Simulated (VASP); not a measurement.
**Run report: Cr, geometry relaxation (part 3 of 4)**

The same run, continued: Cr (P6₃/mmc, 2 atoms in the cell); Kohn-Sham DFT of a periodic cell, PBE, VASP PAW PBE potentials, recommended, spin-polarised (VASP 6.6.1); cutoff 520 eV, 18×18×10 k-mesh, Gaussian smearing of 0.1 eV, collinear spins. The structure derives from an entry of the Crystallography Open Database.

Geometry of the input (Å; fractional positions):
```
2.7140  0.0000  0.0000
-1.3570  2.3504  0.0000
0.0000  0.0000  4.4100
Cr 0.3333  0.6667  0.2500
Cr 0.6667  0.3333  0.7500
```

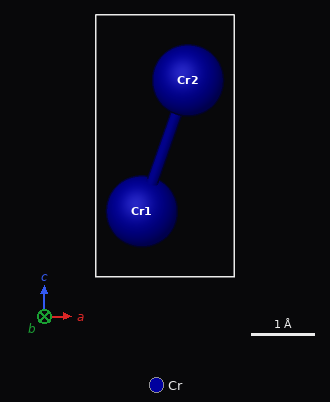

*The geometry at step 2 of the log (ball-and-stick view of the cell of the calculation, along the b axis; atoms are numbered from 1 in the order of the input).*

## Parts of OUTCAR, continued
```
 -----------------------------------------------------------------------------------
    total drift:                               -0.000002      0.000001     -0.000000

  FREE ENERGIE OF THE ION-ELECTRON SYSTEM (eV)
  ---------------------------------------------------
  free  energy   TOTEN  =       -17.5976516107 eV

  energy  without entropy=      -17.5782288776  energy(sigma->0) =      -17.58794024

--------------------------------------- Ionic step        3  -------------------------------------------

 number of electron      24.0000004 magnetization       0.0034380

------------------------ aborting loop because EDIFF is reached ----------------------------------------

  FORCE on cell =-STRESS in cart. coord.  units (eV):
  Direction    XX          YY          ZZ          XY          YZ          ZX
  --------------------------------------------------------------------------------------
  -------------------------------------------------------------------------------------
  Total       -0.8009980     -0.8009980      1.2893460      0.0000000     -0.0000000      0.0000000
  in kB      -53.8932031    -53.8932033     86.7505082      0.0000000     -0.0000000      0.0000000
  external PRESSURE =      -7.0119661 kB  Pullay stress =       0.0000000 kB

 VOLUME and BASIS-vectors are now :
 -----------------------------------------------------------------------------
  energy-cutoff  :      520.00
  volume of cell :       23.81
      direct lattice vectors                 reciprocal lattice vectors
     2.559170869 -0.000000000 -0.000000000     0.390751556  0.225600516 -0.000000000
    -1.279585434  2.216306988  0.000000000     0.000000000  0.451201032 -0.000000000
     0.000000000  0.000000000  4.198351813     0.000000000  0.000000000  0.238188709

 POSITION                                       TOTAL-FORCE (eV/Angst)
 -----------------------------------------------------------------------------------
     -0.00000      1.47754      1.04959        -0.000000      0.000000      0.000000
      1.27959      0.73877      3.14876         0.000000     -0.000000      0.000000
 -----------------------------------------------------------------------------------
    total drift:                               -0.000003      0.000002     -0.000000

  FREE ENERGIE OF THE ION-ELECTRON SYSTEM (eV)
  ---------------------------------------------------
  free  energy   TOTEN  =       -18.1444954907 eV

  energy  without entropy=      -18.1200967637  energy(sigma->0) =      -18.13229613

[... ionic steps 4 to 10 ...]

--------------------------------------- Ionic step       11  -------------------------------------------

 number of electron      24.0000019 magnetization       0.0000002

 number of electron      24.0000019 magnetization      -0.0000002

------------------------ aborting loop because EDIFF is reached ----------------------------------------

  FORCE on cell =-STRESS in cart. coord.  units (eV):
  Direction    XX          YY          ZZ          XY          YZ          ZX
  --------------------------------------------------------------------------------------
  -------------------------------------------------------------------------------------
  Total        0.2176943      0.2176943     -0.0840015      0.0000000      0.0000000      0.0000000
  in kB       14.7071384     14.7071384     -5.6750270      0.0000000      0.0000000      0.0000000
  external PRESSURE =       7.9130832 kB  Pullay stress =       0.0000000 kB

 VOLUME and BASIS-vectors are now :
 -----------------------------------------------------------------------------
  energy-cutoff  :      520.00
  volume of cell :       23.72
      direct lattice vectors                 reciprocal lattice vectors
     2.475211538  0.000000000 -0.000000000     0.404005874  0.233252900 -0.000000000
    -1.237605769  2.143596074  0.000000000    -0.000000000  0.466505799  0.000000000
     0.000000000 -0.000000000  4.469657756     0.000000000 -0.000000000  0.223730776

 POSITION                                       TOTAL-FORCE (eV/Angst)
 -----------------------------------------------------------------------------------
     -0.00000      1.42906      1.11741         0.000000     -0.000000      0.000000
      1.23761      0.71453      3.35224        -0.000000      0.000000      0.000000
 -----------------------------------------------------------------------------------
    total drift:                               -0.000003      0.000002     -0.000000

  FREE ENERGIE OF THE ION-ELECTRON SYSTEM (eV)
  ---------------------------------------------------
  free  energy   TOTEN  =       -18.2332284956 eV

  energy  without entropy=      -18.2193992175  energy(sigma->0) =      -18.22631386

--------------------------------------- Ionic step       12  -------------------------------------------

 number of electron      24.0000019 magnetization       0.0000024

 number of electron      24.0000019 magnetization      -0.0000031

------------------------ aborting loop because EDIFF is reached ----------------------------------------

  FORCE on cell =-STRESS in cart. coord.  units (eV):
  Direction    XX          YY          ZZ          XY          YZ          ZX
  --------------------------------------------------------------------------------------
  -------------------------------------------------------------------------------------
  Total       -0.0932737     -0.0932737      0.0554781     -0.0000000     -0.0000000      0.0000000
  in kB       -6.2754653     -6.2754653      3.7325693     -0.0000000     -0.0000000      0.0000000
  external PRESSURE =      -2.9394537 kB  Pullay stress =       0.0000000 kB

 VOLUME and BASIS-vectors are now :
 -----------------------------------------------------------------------------
  energy-cutoff  :      520.00
  volume of cell :       23.81
      direct lattice vectors                 reciprocal lattice vectors
     2.485945448  0.000000000 -0.000000000     0.402261442  0.232245751 -0.000000000
    -1.242972724  2.152891913  0.000000000    -0.000000000  0.464491503  0.000000000
     0.000000000 -0.000000000  4.449488760     0.000000000 -0.000000000  0.224744921

 POSITION                                       TOTAL-FORCE (eV/Angst)
 -----------------------------------------------------------------------------------
     -0.00000      1.43526      1.11237         0.000000     -0.000000      0.000000
      1.24297      0.71763      3.33712        -0.000000      0.000000      0.000000
 -----------------------------------------------------------------------------------
    total drift:                               -0.000003      0.000002     -0.000000

  FREE ENERGIE OF THE ION-ELECTRON SYSTEM (eV)
  ---------------------------------------------------
  free  energy   TOTEN  =       -18.2338369848 eV

  energy  without entropy=      -18.2195049550  energy(sigma->0) =      -18.22667097

--------------------------------------- Ionic step       13  -------------------------------------------

 number of electron      24.0000020 magnetization      -0.0000002

 number of electron      24.0000020 magnetization       0.0000007

 Free energy of the ion-electron system (eV)
  ---------------------------------------------------
  ext. energy  EPLUGINS =         0.00000000
  ---------------------------------------------------
  free energy    TOTEN  =       -18.23399782 eV

  energy without entropy =      -18.21984596  energy(sigma->0) =      -18.22692189

 E-fermi :  10.4119     XC(G=0): -13.4822     alpha+bet :-19.1572

 val. band max:       10.3938849664   @ k =   0.3333   0.0000   0.2000
 cond. band min:      10.4147647794   @ k =   0.2778   0.2778   0.2000
 fundamental gap:      0.0208798131
 Fermi energy:        10.4118988836

 spin component 1

 k-point     1 :       0.0000    0.0000    0.0000
  band No.  band energies     occupation
      1     -32.8533      1.00000
      2     -32.1914      1.00000
      3     -32.0194      1.00000
      4     -32.0194      1.00000
      5     -31.9569      1.00000
      6     -31.9569      1.00000
      7       2.8345      1.00000
      8       6.3403      1.00000
      9       9.1671      1.00000
     10      10.0565      1.00000
     11      10.0565      1.00000
     12      10.1251      0.99998
     13      10.3821      0.66321
     14      10.3821      0.66321
     15      11.4894      0.00000
     16      11.4894      0.00000
     17      12.5890      0.00000
     18      12.5890      0.00000
     19      17.8443      0.00000

 k-point     2 :       0.0556    0.0000    0.0000
  band No.  band energies     occupation
      1     -32.8448      1.00000
      2     -32.1921      1.00000
      3     -32.0455      1.00000
      4     -32.0264      1.00000
      5     -31.9835      1.00000
      6     -31.9616      1.00000
      7       2.9537      1.00000
      8       6.4399      1.00000
      9       9.1935      1.00000
     10       9.8750      1.00000
     11      10.0054      1.00000
     12      10.1358      0.99995
     13      10.3233      0.89489
     14      10.4568      0.26287
     15      11.4006      0.00000
     16      11.4391      0.00000
     17      12.6042      0.00000
     18      12.9408      0.00000
     19      17.8444      0.00000

 k-point     3 :       0.1111    0.0000    0.0000
  band No.  band energies     occupation
      1     -32.8201      1.00000
      2     -32.1944      1.00000
      3     -32.1207      1.00000
      4     -32.0596      1.00000
      5     -32.0465      1.00000
      6     -31.9756      1.00000
      7       3.3028      1.00000
      8       6.7192      1.00000
      9       9.2223      1.00000
     10       9.3466      1.00000
     11       9.9017      1.00000
     12      10.1896      0.99917
     13      10.3684      0.73090
     14      10.6752      0.00010
     15      11.1906      0.00000
     16      11.3039      0.00000
     17      12.6386      0.00000
     18      13.7287      0.00000
     19      17.8445      0.00000

 k-point     4 :       0.1667   -0.0000    0.0000
  band No.  band energies     occupation
      1     -32.7809      1.00000
      2     -32.2359      1.00000
      3     -32.1990      1.00000
      4     -32.1742      1.00000
      5     -32.0767      1.00000
      6     -31.9974      1.00000
      7       3.8550      1.00000
      8       7.1071      1.00000
      9       8.7775      1.00000
     10       9.1415      1.00000
     11       9.7491      1.00000
     12      10.2166      0.99712
     13      10.7384      0.00000
     14      10.8997      0.00000
     15      11.0206      0.00000
     16      11.1171      0.00000
     17      12.6727      0.00000
     18      14.7030      0.00000
     19      17.8452      0.00000

 k-point     5 :       0.2222    0.0000    0.0000
  band No.  band energies     occupation
      1     -32.7304      1.00000
      2     -32.3771      1.00000
      3     -32.3117      1.00000
      4     -32.2070      1.00000
      5     -32.1131      1.00000
      6     -32.0246      1.00000
      7       4.5605      1.00000
      8       7.4375      1.00000
      9       8.2560      1.00000
     10       9.0474      1.00000
     11       9.5207      1.00000
     12      10.5628      0.01642
     13      10.5666      0.01434
     14      10.9099      0.00000
     15      11.2182      0.00000
     16      11.4640      0.00000
     17      12.6952      0.00000
     18      15.7760      0.00000
     19      17.8478      0.00000

 [... the levels of 18 k-points are left out ...]

 k-point    24 :       0.3889    0.1111    0.0000
  band No.  band energies     occupation
      1     -32.8235      1.00000
      2     -32.7345      1.00000
      3     -32.4973      1.00000
      4     -32.2930      1.00000
      5     -32.2863      1.00000
      6     -32.1833      1.00000
      7       7.0482      1.00000
      8       7.1650      1.00000
      9       7.2600      1.00000
     10       9.3771      1.00000
     11       9.4895      1.00000
     12      10.1040      0.99999
     13      10.1355      0.99995
     14      12.4951      0.00000
     15      12.5187      0.00000
     16      13.0087      0.00000
     17      14.6378      0.00000
     18      17.7022      0.00000
     19      17.8589      0.00000

 [... further k-points ...]

 spin component 2

 k-point     1 :       0.0000    0.0000    0.0000
  band No.  band energies     occupation
      1     -32.8533      1.00000
      2     -32.1914      1.00000
      3     -32.0194      1.00000
      4     -32.0194      1.00000
      5     -31.9569      1.00000
      6     -31.9569      1.00000
      7       2.8345      1.00000
      8       6.3403      1.00000
      9       9.1671      1.00000
     10      10.0565      1.00000
     11      10.0565      1.00000
     12      10.1251      0.99998
     13      10.3821      0.66321
     14      10.3821      0.66321
     15      11.4894      0.00000
     16      11.4894      0.00000
     17      12.5890      0.00000
     18      12.5890      0.00000
     19      17.8443      0.00000

 k-point     2 :       0.0556    0.0000    0.0000
  band No.  band energies     occupation
      1     -32.8448      1.00000
      2     -32.1921      1.00000
      3     -32.0455      1.00000
      4     -32.0264      1.00000
      5     -31.9835      1.00000
      6     -31.9616      1.00000
      7       2.9537      1.00000
      8       6.4399      1.00000
      9       9.1935      1.00000
     10       9.8750      1.00000
     11      10.0054      1.00000
     12      10.1358      0.99995
     13      10.3233      0.89490
     14      10.4568      0.26287
     15      11.4006      0.00000
     16      11.4391      0.00000
     17      12.6042      0.00000
     18      12.9408      0.00000
     19      17.8444      0.00000

 k-point     3 :       0.1111    0.0000    0.0000
  band No.  band energies     occupation
      1     -32.8201      1.00000
      2     -32.1944      1.00000
      3     -32.1207      1.00000
      4     -32.0596      1.00000
      5     -32.0465      1.00000
      6     -31.9756      1.00000
      7       3.3028      1.00000
      8       6.7192      1.00000
      9       9.2223      1.00000
     10       9.3466      1.00000
     11       9.9017      1.00000
     12      10.1896      0.99917
     13      10.3684      0.73091
     14      10.6752      0.00010
     15      11.1906      0.00000
     16      11.3039      0.00000
     17      12.6386      0.00000
     18      13.7287      0.00000
     19      17.8445      0.00000

 k-point     4 :       0.1667   -0.0000    0.0000
  band No.  band energies     occupation
      1     -32.7809      1.00000
      2     -32.2359      1.00000
      3     -32.1990      1.00000
      4     -32.1742      1.00000
      5     -32.0767      1.00000
      6     -31.9974      1.00000
      7       3.8550      1.00000
      8       7.1071      1.00000
      9       8.7775      1.00000
     10       9.1415      1.00000
     11       9.7491      1.00000
     12      10.2166      0.99712
     13      10.7384      0.00000
     14      10.8997      0.00000
     15      11.0206      0.00000
     16      11.1171      0.00000
     17      12.6727      0.00000
     18      14.7030      0.00000
     19      17.8452      0.00000

 k-point     5 :       0.2222    0.0000    0.0000
  band No.  band energies     occupation
      1     -32.7304      1.00000
      2     -32.3771      1.00000
      3     -32.3117      1.00000
      4     -32.2070      1.00000
      5     -32.1131      1.00000
      6     -32.0246      1.00000
      7       4.5605      1.00000
      8       7.4375      1.00000
      9       8.2560      1.00000
     10       9.0474      1.00000
     11       9.5207      1.00000
     12      10.5628      0.01642
     13      10.5666      0.01434
     14      10.9099      0.00000
     15      11.2182      0.00000
     16      11.4640      0.00000
     17      12.6952      0.00000
     18      15.7760      0.00000
     19      17.8467      0.00000

 [... the levels of 18 k-points are left out ...]

 k-point    24 :       0.3889    0.1111    0.0000
  band No.  band energies     occupation
      1     -32.8235      1.00000
      2     -32.7345      1.00000
      3     -32.4973      1.00000
      4     -32.2930      1.00000
      5     -32.2863      1.00000
      6     -32.1833      1.00000
      7       7.0482      1.00000
      8       7.1650      1.00000
      9       7.2600      1.00000
     10       9.3771      1.00000
     11       9.4895      1.00000
     12      10.1040      0.99999
     13      10.1355      0.99995
     14      12.4951      0.00000
     15      12.5187      0.00000
     16      13.0087      0.00000
     17      14.6378      0.00000
     18      17.7022      0.00000
     19      17.8589      0.00000

 [... further k-points ...]

------------------------ aborting loop because EDIFF is reached ----------------------------------------

  FORCE on cell =-STRESS in cart. coord.  units (eV):
  Direction    XX          YY          ZZ          XY          YZ          ZX
  --------------------------------------------------------------------------------------
  -------------------------------------------------------------------------------------
  Total        0.0002927      0.0002927     -0.0028058     -0.0000000      0.0000000      0.0000000
  in kB        0.0197184      0.0197184     -0.1890214     -0.0000000      0.0000000      0.0000000
  external PRESSURE =      -0.0498616 kB  Pullay stress =       0.0000000 kB

 VOLUME and BASIS-vectors are now :
 -----------------------------------------------------------------------------
  energy-cutoff  :      520.00
  volume of cell :       23.78
      direct lattice vectors                 reciprocal lattice vectors
     2.482546390  0.000000000 -0.000000000     0.402812211  0.232563738 -0.000000000
    -1.241273195  2.149948243  0.000000000    -0.000000000  0.465127476  0.000000000
     0.000000000 -0.000000000  4.455875583     0.000000000 -0.000000000  0.224422783

 POSITION                                       TOTAL-FORCE (eV/Angst)
 -----------------------------------------------------------------------------------
     -0.00000      1.43330      1.11397         0.000000     -0.000000      0.000000
      1.24127      0.71665      3.34191        -0.000000      0.000000      0.000000
 -----------------------------------------------------------------------------------
    total drift:                               -0.000003      0.000002     -0.000000

  FREE ENERGIE OF THE ION-ELECTRON SYSTEM (eV)
  ---------------------------------------------------
  free  energy   TOTEN  =       -18.2339978234 eV

  energy  without entropy=      -18.2198459626  energy(sigma->0) =      -18.22692189

 reached required accuracy - stopping structural energy minimisation

 total charge

# of ion       s       p       d       tot
------------------------------------------
    1        0.442   6.372   4.214  11.027
    2        0.442   6.372   4.214  11.027
--------------------------------------------------
tot          0.883  12.744   8.427  22.055

 magnetization (x)

# of ion       s       p       d       tot
------------------------------------------
    1       -0.000   0.000   0.000   0.000
    2       -0.000   0.000   0.000   0.000
--------------------------------------------------
tot         -0.000   0.000   0.000   0.000
```

## CONTCAR
```
Cr
   1.00000000000000
     2.4825463899723448    0.0000000000000000   -0.0000000000000000
    -1.2412731949861724    2.1499482428891374    0.0000000000000000
     0.0000000000000000   -0.0000000000000000    4.4558755826508412
  Cr
     2
Direct
     0.3333333300000021    0.6666666699999979    0.2500000000000000
     0.6666666699999979    0.3333333300000021    0.7500000000000000

  0.00000000E+00  0.00000000E+00  0.00000000E+00
  0.00000000E+00  0.00000000E+00  0.00000000E+00
```

## Trajectory as extended XYZ (Å, eV, eV/Å), 13 frames, from step=0 to step=12
```
2
Lattice="2.7140 0.0000 0.0000 -1.3570 2.3504 0.0000 0.0000 0.0000 4.4100" Properties=species:S:1:pos:R:3:forces:R:3 step=0 energy=-17.71704
Cr    0.0000    1.5669    1.1025    0.0000   0.0000   0.0000
Cr    1.3570    0.7835    3.3075    0.0000   0.0000   0.0000
2
Lattice="2.4083 -0.0000 -0.0000 -1.2042 2.0857 0.0000 0.0000 0.0000 3.9922" Properties=species:S:1:pos:R:3:forces:R:3 step=1 energy=-17.59765
Cr    0.0000    1.3905    0.9980    0.0000   0.0000   0.0000
Cr    1.2042    0.6952    2.9941    0.0000   0.0000   0.0000
2
Lattice="2.5592 -0.0000 -0.0000 -1.2796 2.2163 0.0000 0.0000 0.0000 4.1984" Properties=species:S:1:pos:R:3:forces:R:3 step=2 energy=-18.14450
Cr    0.0000    1.4775    1.0496    0.0000   0.0000   0.0000
Cr    1.2796    0.7388    3.1488    0.0000   0.0000   0.0000
2
Lattice="2.5553 -0.0000 -0.0000 -1.2777 2.2130 0.0000 0.0000 0.0000 4.1931" Properties=species:S:1:pos:R:3:forces:R:3 step=3 energy=-18.14495
Cr    0.0000    1.4753    1.0483    0.0000   0.0000   0.0000
Cr    1.2777    0.7377    3.1448    0.0000   0.0000   0.0000
```
